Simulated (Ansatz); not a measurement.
**SiO2: field-gradient calculation (part 2 of 2)**

Continued. System: SiO2 (36 atoms in the cell). Method: DFT, PBE, plane waves, PAW, no spin polarisation (Ansatz 0.2.0); cutoff 420 eV, 3×3×3 k-mesh, Fermi–Dirac smearing of 0.02 eV. 

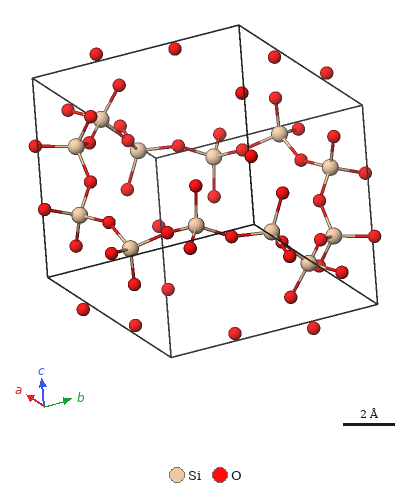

**Figure 1.** The input geometry (ball-and-stick view of the cell of the calculation, seen at an oblique angle).

**Output, continued**
```
            electrostatic potential = -614.574337 V   contact ρ = 2153.362923 e/Å³
  atom  30  O  V_zz =    +9.585333   η = 0.1759   by run symmetry: allowed   C_q = -5.9287 MHz
            electrostatic potential = -614.574337 V   contact ρ = 2153.362923 e/Å³
  atom  31  O  V_zz =    +9.290839   η = 0.2382   by run symmetry: allowed   C_q = -5.7466 MHz
            electrostatic potential = -614.590813 V   contact ρ = 2153.634932 e/Å³
  atom  32  O  V_zz =    +9.290839   η = 0.2382   by run symmetry: allowed   C_q = -5.7466 MHz
            electrostatic potential = -614.590813 V   contact ρ = 2153.634932 e/Å³
  atom  33  O  V_zz =    +9.290839   η = 0.2382   by run symmetry: allowed   C_q = -5.7466 MHz
            electrostatic potential = -614.590813 V   contact ρ = 2153.634932 e/Å³
  atom  34  O  V_zz =    +9.290839   η = 0.2382   by run symmetry: allowed   C_q = -5.7466 MHz
            electrostatic potential = -614.590813 V   contact ρ = 2153.634932 e/Å³
  atom  35  O  V_zz =    +9.290839   η = 0.2382   by run symmetry: allowed   C_q = -5.7466 MHz
            electrostatic potential = -614.590813 V   contact ρ = 2153.634932 e/Å³
  atom  36  O  V_zz =    +9.290839   η = 0.2382   by run symmetry: allowed   C_q = -5.7466 MHz
            electrostatic potential = -614.590813 V   contact ρ = 2153.634932 e/Å³
--- Band table (eV; the first three rows and the last of 6) ---
  k-point 0: bands = ["-21.2082", "-20.7230", "-20.7230", "-20.5732", "-20.5732", "-20.2839", "-20.2812", "-20.0618", "-20.0618", "-19.8618", "-19.8618", "-19.2077", "-19.1974", "-19.1831", "-19.1831", "-19.1720", "-19.1710", "-19.1710", "-19.1604", "-19.1600", "-19.1600", "-19.1502", "-19.1420", "-19.1420", "-11.3828", "-10.1596", "-10.1596", "-9.6427", "-9.6427", "-9.4583", "-9.3977", "-8.6293", "-8.6293", "-8.3008", "-8.3008", "-7.4635", "-7.3702", "-7.3702", "-7.3112", "-7.3112", "-7.0019", "-6.9417", "-6.8688", "-6.8688", "-6.8588", "-6.8588", "-6.8313", "-6.1200", "-5.4765", "-5.1805", "-5.1805", "-5.0901", "-5.0901", "-5.0398", "-4.9561", "-4.7514", "-4.7514", "-4.3491", "-4.1773", "-4.1330", "-4.1330", "-3.9590", "-3.9590", "-3.7509", "-3.7340", "-3.7340", "-3.6764", "-3.6383", "-3.6383", "-3.5946", "-3.5946", "-3.4508", "-3.3726", "-3.3726", "-3.3456", "-3.3456", "-3.2905", "-3.2837", "-3.1519", "-3.1266", "-3.1266", "-3.1098", "-3.1098", "-2.9610", "-2.9197", "-2.9197", "-2.7756", "-2.7337", "-2.3851", "-2.3851", "-2.1398", "-2.1398", "-1.9996", "-1.9903", "-1.9903", "-1.9734", "3.8395", "5.9499", "5.9679", "5.9679", "6.0935", "6.0935", "6.2110", "6.6641", "6.7557", "6.9628", "6.9628", "7.2046", "7.2046", "7.3221", "7.3221", "7.4082", "7.5254", "7.5254", "7.6340", "7.6517", "7.6517", "7.7936", "7.8846", "7.8846", "8.1942", "8.3256", "8.3256", "8.6107", "8.6805", "8.7131", "8.7992", "8.7992", "8.9834", "8.9834", "9.2721", "9.2721"]
  k-point 1: bands = ["-21.1538", "-20.9075", "-20.6674", "-20.5728", "-20.4482", "-20.3924", "-20.2061", "-20.1494", "-20.0625", "-19.9344", "-19.6175", "-19.2510", "-19.2026", "-19.1968", "-19.1908", "-19.1822", "-19.1818", "-19.1725", "-19.1630", "-19.1611", "-19.1578", "-19.1537", "-19.1480", "-19.1442", "-11.2045", "-10.5609", "-10.0038", "-9.6863", "-9.6389", "-9.5292", "-9.0932", "-8.9638", "-8.5929", "-8.3859", "-7.9529", "-7.4906", "-7.4050", "-7.3951", "-7.2720", "-7.2469", "-7.1332", "-7.0493", "-6.9747", "-6.8758", "-6.8494", "-6.8124", "-6.5153", "-6.2238", "-5.4238", "-5.2561", "-5.1882", "-5.0781", "-5.0730", "-5.0275", "-4.9062", "-4.7814", "-4.7686", "-4.3214", "-4.2176", "-4.1917", "-4.0657", "-3.9279", "-3.8595", "-3.8414", "-3.7675", "-3.7313", "-3.6743", "-3.6223", "-3.6203", "-3.5870", "-3.5760", "-3.4925", "-3.4518", "-3.4443", "-3.3713", "-3.3475", "-3.3039", "-3.2459", "-3.2152", "-3.1769", "-3.1403", "-3.0938", "-3.0690", "-3.0043", "-2.9401", "-2.7973", "-2.7690", "-2.5377", "-2.4018", "-2.3133", "-2.2082", "-2.1314", "-2.0693", "-2.0268", "-1.9884", "-1.9776", "4.1026", "5.0380", "6.0656", "6.0990", "6.2569", "6.2758", "6.5499", "6.5631", "6.8221", "6.8486", "6.9711", "7.1233", "7.2124", "7.3396", "7.3813", "7.4170", "7.5049", "7.5290", "7.5777", "7.6205", "7.7724", "7.8313", "7.9327", "8.0110", "8.2189", "8.2998", "8.3372", "8.5411", "8.6103", "8.6600", "8.7334", "8.7843", "8.8013", "8.9604", "9.1069", "9.1303"]
  k-point 2: bands = ["-21.0877", "-20.9463", "-20.7908", "-20.5491", "-20.3919", "-20.3067", "-20.3050", "-20.2318", "-20.0392", "-19.7797", "-19.5707", "-19.3633", "-19.2042", "-19.1977", "-19.1877", "-19.1852", "-19.1787", "-19.1777", "-19.1641", "-19.1600", "-19.1569", "-19.1505", "-19.1490", "-19.1476", "-11.0050", "-10.6254", "-10.2316", "-9.9134", "-9.3946", "-9.3455", "-9.1883", "-9.1218", "-8.7004", "-8.1397", "-7.7987", "-7.4962", "-7.4310", "-7.3831", "-7.3186", "-7.1986", "-7.1685", "-7.1341", "-7.0808", "-6.9941", "-6.7302", "-6.6375", "-6.4988", "-6.2948", "-5.3935", "-5.2694", "-5.1889", "-5.0778", "-5.0503", "-5.0219", "-4.8803", "-4.8674", "-4.7317", "-4.3254", "-4.2289", "-4.2044", "-4.0554", "-3.9929", "-3.7955", "-3.7845", "-3.7698", "-3.7247", "-3.7022", "-3.6370", "-3.5921", "-3.5865", "-3.5497", "-3.5175", "-3.5158", "-3.4815", "-3.4099", "-3.3846", "-3.3330", "-3.2575", "-3.2003", "-3.1801", "-3.1638", "-3.0595", "-3.0541", "-2.9230", "-2.9142", "-2.8356", "-2.7766", "-2.4377", "-2.3681", "-2.2784", "-2.2345", "-2.1758", "-2.0908", "-2.0905", "-1.9787", "-1.9722", "4.3942", "5.0357", "5.3088", "6.0404", "6.1824", "6.4284", "6.6731", "6.7856", "6.8535", "6.8757", "7.1135", "7.1450", "7.2602", "7.2777", "7.3917", "7.3961", "7.4326", "7.6525", "7.6722", "7.7790", "7.7931", "7.9062", "8.0546", "8.1096", "8.1477", "8.2373", "8.3473", "8.3507", "8.4614", "8.5934", "8.6569", "8.6574", "8.7831", "8.9252", "8.9414", "8.9425"]
  k-point 5: bands = ["-21.0501", "-20.9108", "-20.7882", "-20.6799", "-20.4961", "-20.4552", "-20.1523", "-20.0803", "-19.9050", "-19.7716", "-19.6477", "-19.4284", "-19.2093", "-19.1968", "-19.1861", "-19.1833", "-19.1818", "-19.1782", "-19.1624", "-19.1578", "-19.1546", "-19.1525", "-19.1514", "-19.1457", "-10.8682", "-10.4632", "-10.3352", "-10.0088", "-9.8004", "-9.5650", "-8.9983", "-8.9557", "-8.4684", "-8.1360", "-7.7225", "-7.5019", "-7.4942", "-7.3719", "-7.3529", "-7.3480", "-7.1899", "-7.0972", "-7.0244", "-6.9036", "-6.8224", "-6.5522", "-6.4412", "-6.3844", "-5.3705", "-5.2826", "-5.1781", "-5.1049", "-5.0027", "-4.9938", "-4.9378", "-4.8953", "-4.6605", "-4.3206", "-4.2637", "-4.2406", "-4.0540", "-3.9634", "-3.8581", "-3.7785", "-3.7571", "-3.7439", "-3.6419", "-3.6374", "-3.5990", "-3.5776", "-3.5610", "-3.5299", "-3.5196", "-3.4995", "-3.4977", "-3.3821", "-3.3667", "-3.2453", "-3.1880", "-3.1397", "-3.1280", "-3.0932", "-3.0036", "-2.9529", "-2.9085", "-2.8179", "-2.7540", "-2.4118", "-2.3658", "-2.2707", "-2.2420", "-2.1929", "-2.1669", "-2.0804", "-1.9773", "-1.9425", "4.5706", "5.2606", "5.4520", "5.6201", "6.0078", "6.0082", "6.3149", "6.5915", "7.0282", "7.1473", "7.2696", "7.2729", "7.4098", "7.4409", "7.4951", "7.5434", "7.5948", "7.6149", "7.6395", "7.8336", "7.8762", "8.0006", "8.0475", "8.0490", "8.1742", "8.2351", "8.2600", "8.3511", "8.5116", "8.5711", "8.5719", "8.7456", "8.7927", "8.8195", "8.8842", "8.9122"]
--- Löwdin populations: 36 sites ---
  site symbol       q [e]
     0     Si      2.1927
     1     Si      2.1927
     2     Si      2.1927
     3     Si      2.1927
     4     Si      2.1927
     5     Si      2.1927
     6     Si      2.1927
     7     Si      2.1927
     8     Si      2.1927
     9     Si      2.1927
    10     Si      2.1927
    11     Si      2.1927
    12      O      6.7965
    13      O      6.7965
    14      O      6.7965
    15      O      6.7965
    16      O      6.7965
    17      O      6.7965
    18      O      6.8017
    19      O      6.8017
    20      O      6.8017
    21      O      6.8017
    22      O      6.8017
    23      O      6.8017
    24      O      6.7886
    25      O      6.7886
    26      O      6.7886
    27      O      6.7886
    28      O      6.7886
    29      O      6.7886
    30      O      6.7846
    31      O      6.7846
    32      O      6.7846
    33      O      6.7846
    34      O      6.7846
    35      O      6.7846
  spilling = 0.013850 (of n_electrons = 192.000000)
```

**File populations.tsv**
```
# site	symbol	l	j	q
# orbitals = lowdin
# n_electrons = 192.000000
# spilling = 0.013850
0	Si	0_3S	-	0.688084
0	Si	1_3P	-	1.504594
1	Si	0_3S	-	0.688084
1	Si	1_3P	-	1.504594
2	Si	0_3S	-	0.688084
2	Si	1_3P	-	1.504594
3	Si	0_3S	-	0.688084
3	Si	1_3P	-	1.504594
4	Si	0_3S	-	0.688084
4	Si	1_3P	-	1.504594
5	Si	0_3S	-	0.688084
5	Si	1_3P	-	1.504594
6	Si	0_3S	-	0.688084
6	Si	1_3P	-	1.504594
7	Si	0_3S	-	0.688084
7	Si	1_3P	-	1.504594
8	Si	0_3S	-	0.688084
8	Si	1_3P	-	1.504594
9	Si	0_3S	-	0.688084
9	Si	1_3P	-	1.504594
10	Si	0_3S	-	0.688084
10	Si	1_3P	-	1.504594
11	Si	0_3S	-	0.688084
11	Si	1_3P	-	1.504594
12	O	0_2S	-	1.606938
12	O	1_2P	-	5.189568
13	O	0_2S	-	1.606938
13	O	1_2P	-	5.189568
14	O	0_2S	-	1.606938
14	O	1_2P	-	5.189568
15	O	0_2S	-	1.606938
15	O	1_2P	-	5.189568
16	O	0_2S	-	1.606938
16	O	1_2P	-	5.189568
17	O	0_2S	-	1.606938
17	O	1_2P	-	5.189568
18	O	0_2S	-	1.607689
18	O	1_2P	-	5.194054
19	O	0_2S	-	1.607689
19	O	1_2P	-	5.194054
20	O	0_2S	-	1.607689
20	O	1_2P	-	5.194054
21	O	0_2S	-	1.607689
21	O	1_2P	-	5.194054
22	O	0_2S	-	1.607689
22	O	1_2P	-	5.194054
23	O	0_2S	-	1.607689
23	O	1_2P	-	5.194054
24	O	0_2S	-	1.595267
24	O	1_2P	-	5.193326
25	O	0_2S	-	1.595267
25	O	1_2P	-	5.193326
26	O	0_2S	-	1.595267
26	O	1_2P	-	5.193326
27	O	0_2S	-	1.595267
27	O	1_2P	-	5.193326
28	O	0_2S	-	1.595267
28	O	1_2P	-	5.193326
29	O	0_2S	-	1.595267
29	O	1_2P	-	5.193326
30	O	0_2S	-	1.601387
30	O	1_2P	-	5.183226
31	O	0_2S	-	1.601387
31	O	1_2P	-	5.183226
32	O	0_2S	-	1.601387
32	O	1_2P	-	5.183226
33	O	0_2S	-	1.601387
33	O	1_2P	-	5.183226
34	O	0_2S	-	1.601387
34	O	1_2P	-	5.183226
35	O	0_2S	-	1.601387
35	O	1_2P	-	5.183226
```

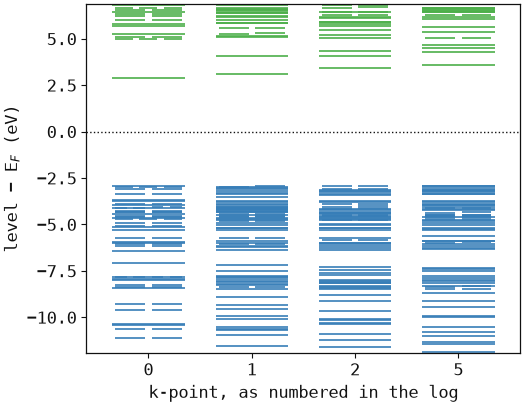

**Figure 2.** Kohn–Sham levels near the Fermi level (dotted) at the few k-points that the log prints; levels within 0.02 eV of each other stand side by side. Among these points the highest filled and lowest empty levels are 5.78 eV apart, which is the gap on the mesh.

**Summary**

```csv
quantity,value
outcome,converged
space group (tolerance 0.01 Å),R-3m (166)
electrons treated,192
free energy,−21288.7485 eV
Fermi energy,0.975 eV
gap on the k-point mesh,5.78 eV
pressure,1.55 GPa
field gradient V_zz (10²¹ V/m²),"Si 0.85, Si 0.85, Si 0.85, Si 0.85, Si 0.85, Si 0.85, Si 0.85, Si 0.85 (the first 8 of 36 sites)"
largest force (length of the vector),0.009 eV/Å
wall time,18 s (CPU time 69 s)
peak memory,2.6 GiB
```

**Notes**

Settings chosen away from the usual ones: scf.lower_state_search = "standard".
